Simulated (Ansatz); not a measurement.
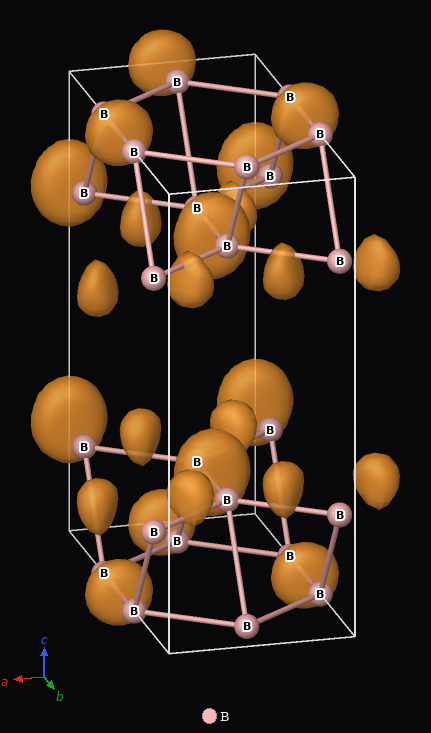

B. Isosurface of the electron localisation function at 0.85 (orange), seen at an oblique angle. Only the valence region is drawn (cores and ρ < 0.01 e/Å³ removed). Sticks mark near contacts.

Space group Cmmm; a structure generated by program, which may or may not match a known phase.

Level of theory: DFT PBE, scalar-relativistic, plane waves, PAW (Ansatz 0.2.0).

In a PAW calculation such maps are meaningful between the atoms, not at the nuclei.

Q: Identify the bonds, lone pairs and shells in this picture.

A: At this value the surface marks out 14 regions between bonded B–B atoms, counted in one cell of 12 atoms. Regions shared between cells count once. Along the contacts the grid gives the following. B–B (1.68 Å): the ELF peaks at about 0.95 between the atoms. B–B (1.76 Å): the ELF peaks at about 0.90 between the atoms.

Q: Metal or insulator at this level of theory?

A: It is gapless in this calculation (a metal or semimetal).
